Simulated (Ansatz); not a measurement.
# C₁₆O₃₁ (cell with a defect): what the fields show

```
C O
1.0
     0.00000  -10.05336    0.00000
    -5.59114   -5.02668   -6.74304
     5.59114   -5.02668   -6.74304
C O
16 31
Cartesian
  -5.5612 -5.0692 -6.7375
  -2.7956 -7.5526 -6.7267
  -0.0300 -5.0692 -6.7375
  -5.5861 -10.0452 -6.7412
  -2.7956 -12.5877 -6.7165
  -0.0050 -10.0452 -6.7412
  2.7956 -7.5463 -6.7290
  2.7956 -12.2356 -6.9950
  2.7956 -10.1329 -10.0513
  0.0096 -7.5581 -3.3535
  2.7956 -4.9802 -3.3824
  -2.7956 -10.0978 -3.4091
  0.0004 -2.5297 -3.3760
  -2.7956 -15.0593 -10.0564
  -0.0096 -12.5848 -10.0966
  -0.0004 -7.5564 -10.1191
  0.0488 -9.1666 -0.7026
  -2.7956 -11.6504 -7.4155
  2.7956 -6.6035 -7.4207
  0.0060 -4.0821 -0.6988
  -2.7956 -6.6049 -7.4114
  -0.0488 -14.1933 -7.4456
  -0.0060 -9.1088 -7.4418
  -2.7956 -13.5245 -6.0168
  -0.0079 -5.9986 -6.0276
  2.7956 -13.1384 -6.3072
  -2.7956 -8.5002 -6.0422
  -0.0020 -10.9816 -6.0416
  2.7956 -8.4888 -6.0370
  0.0079 -11.0253 -12.7706
  0.0020 -16.0083 -12.7847
  -2.7956 -6.0224 -4.0346
  0.0158 -8.4944 -4.0532
  2.7956 -5.8751 -4.1355
  -2.7956 -11.0538 -4.0829
  0.0241 -3.4682 -4.0735
  2.7956 -10.9937 -3.9783
  -0.0158 -13.5211 -10.7963
  -0.0241 -8.4948 -10.8166
  2.7956 -9.2170 -9.3243
  0.0042 -6.6202 -2.6549
  -2.7956 -9.1084 -9.3774
  2.7956 -14.1702 -9.4776
  -0.0242 -11.6463 -2.6775
  -2.7956 -14.0965 -9.3921
  -0.0042 -11.6469 -9.3980
  0.0242 -16.6730 -9.4206
```

The calculation used DFT PBE+D3(BJ), scalar-relativistic, plane waves, PAW in Ansatz.

Core electrons are frozen (PAW), and the valence fields are smoothed inside the atomic spheres.

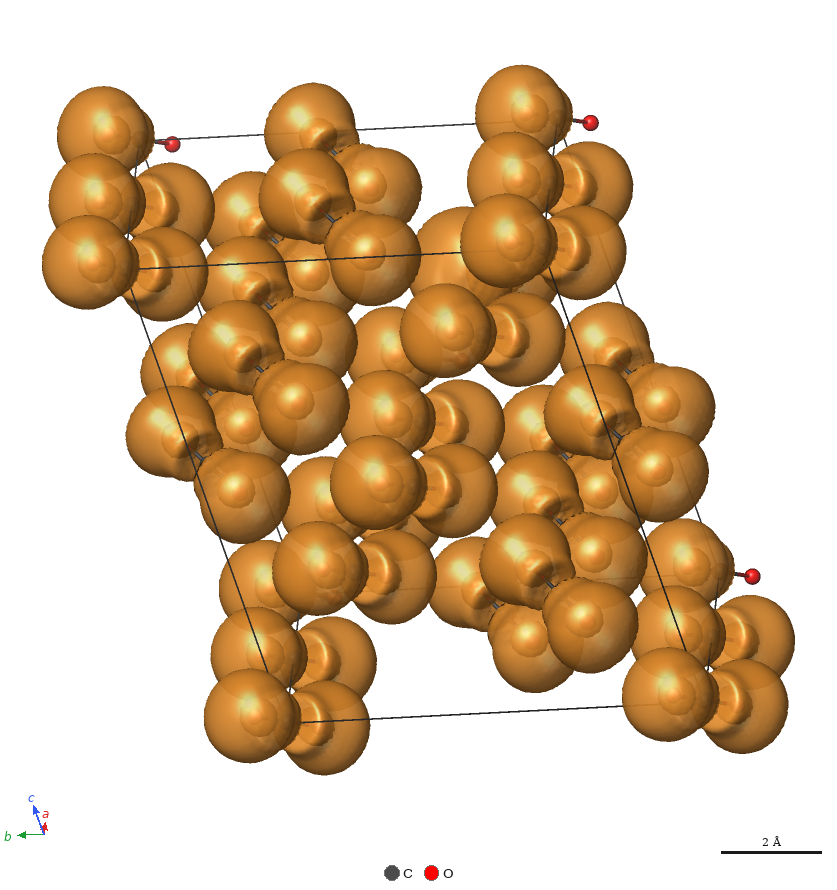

Figure 1. Isosurface of the ELF at 0.7 (orange), seen at an oblique angle. Core shells and regions of very low density are left out. Sticks mark near contacts.

Where are the electrons localised?

Answer. At this value the surface marks out 31 regions on O in which the atom's valence shell and bonds are merged and one lobe on C, pointing away from the bonds (lone pairs), counted in one cell of 47 atoms. Any copies at cell faces, edges or corners count once.


C–O (1.13 Å): the ELF peaks at about 0.85 between the atoms (inside overlapping PAW spheres, so only a guide): a short, multiple covalent bond.

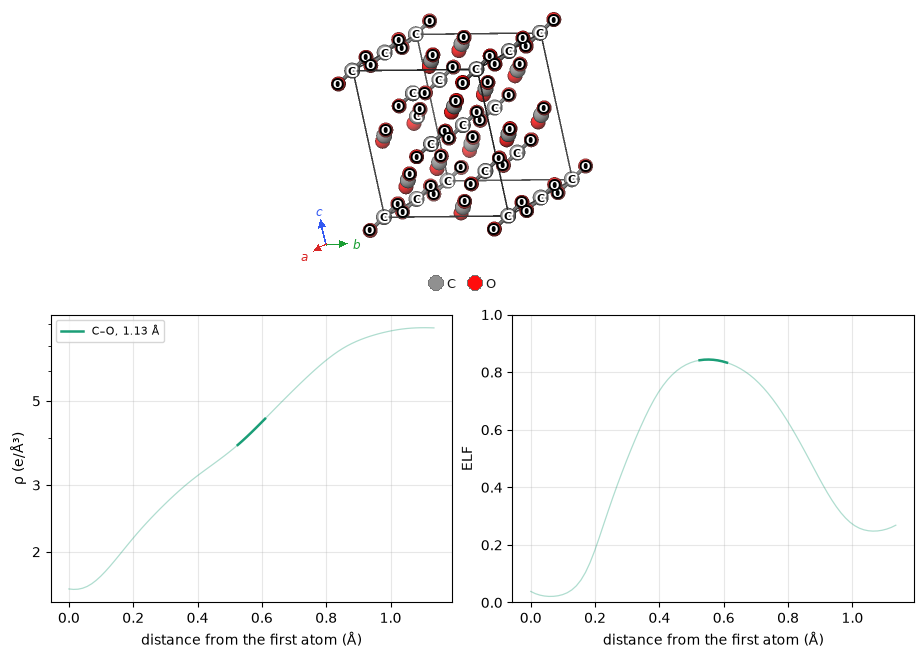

Figure 2. Valence electron density and ELF along straight lines between neighbouring atoms. Thin, pale parts lie inside the atomic spheres. The structure is drawn too.

What can be read from the curves?

Answer. C–O (1.13 Å): ρ at the midpoint is about 4.1 e/Å³; the ELF peaks at about 0.85 between the atoms (inside overlapping PAW spheres, so only a guide) (a short, multiple covalent bond).

Does the calculation give a band gap?

Answer. It is gapped, with a Kohn–Sham gap of 6.7 eV on the k-point mesh, an upper bound to the gap of this method.
